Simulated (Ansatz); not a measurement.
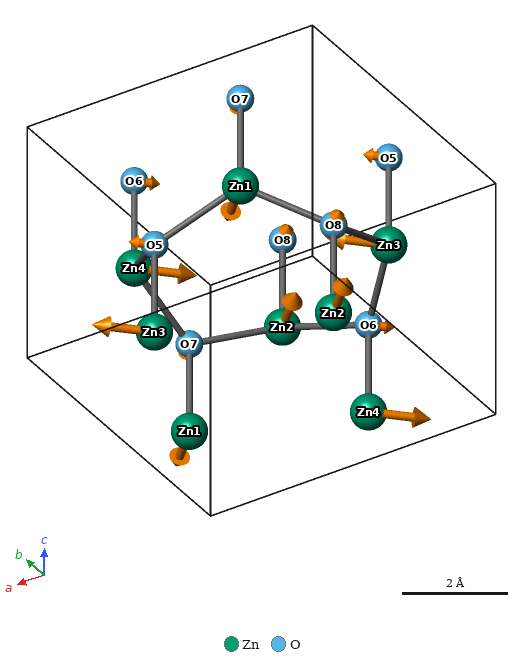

One vibrational mode of crystalline ZnO (a generated structure) at the zone centre. The orange arrows give the relative displacements of the atoms. Style: ball-and-stick. Shown: the conventional cell (2 times the calculation's cell), from a free direction. Lengths and directions refer to the drawn axes.

All numbers below come from Ansatz, DFT PBE, scalar-relativistic, plane waves, PAW. (plane-wave cutoff 420 eV; k-point mesh 8 × 8 × 8; occupations fixed; no spin polarisation)

Frequencies are those without the non-analytic (LO–TO) term.

Question: Give the symmetry, activity and frequency of this mode.

Answer: This is the A₂ mode at 108 cm⁻¹, optical level 2 of 13, counted from below, silent by symmetry (neither infrared- nor Raman-active). Atoms of one kind move against one another, with no net shift of any sublattice; it mainly bends the O–Zn bonds; the kinetic energy is shared as Zn 98 %, O 2 %.
